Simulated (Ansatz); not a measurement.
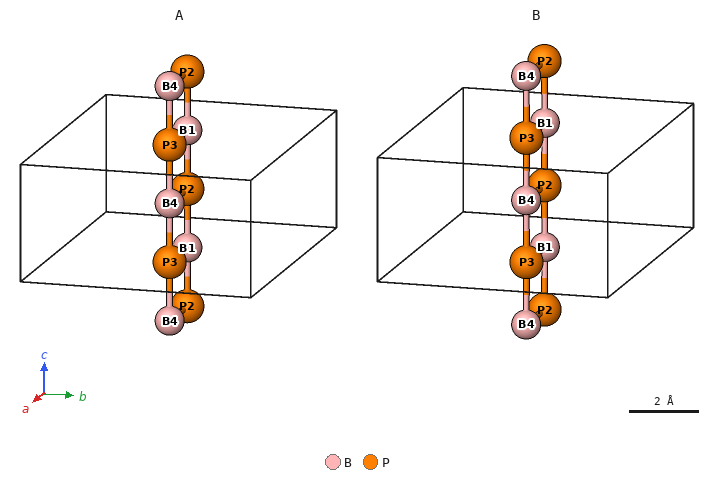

Two geometries of a wire of composition BP, drawn at one scale. One is the start of a relaxation, the other its converged end. The picture is a ball-and-stick view of the cell of the calculation, with the vacuum cut short, seen slightly off an axis.

Computed with DFT PBEsol, scalar-relativistic, plane waves, PAW (Ansatz). Set-up: plane-wave cutoff 420 eV; k-point mesh 1 × 1 × 18; occupations gaussian; smearing width 0.05 eV; collinear spin; cell relaxed at fixed a, b, alpha, beta, gamma; force threshold 0.01 eV/Å; at most 45 steps.

Which one is relaxed?

Answer. Structure B is the relaxed one. Case: ladder chain of atoms. The largest moves relative to the layer's centre, 0.051 Å, are those of B1 and B4. By element the largest moves are B 0.051 Å, P 0.017 Å. Along the periodic axis the drawn cell goes c 3.523 → 3.732 Å (+5.9 %). Among the contacts that change: B1–P2 1.762 → 1.866 Å, B1–P3 1.850 → 1.918 Å. Among the angles between lasting bonds that change: P2–B1–P2 180.0° → 177.9°, B4–P3–B4 180.0° → 177.9°. After 6 accepted moves (8 points after the start) the energy has fallen by 0.568 eV per cell of the calculation. Largest force component: 1.6 eV/Å at the start, 0.00018 eV/Å at the end. The SCF was repeated twice at an unchanged geometry on a basis and grid sized afresh for the cell, which shifted the energy by 4.0 meV per cell of the calculation at most. The program noted that the starting moments weren't kept. Cost: 47 s on 2 threads of Arm Neoverse V2, with other jobs on the host, peak memory 0.57 GiB.
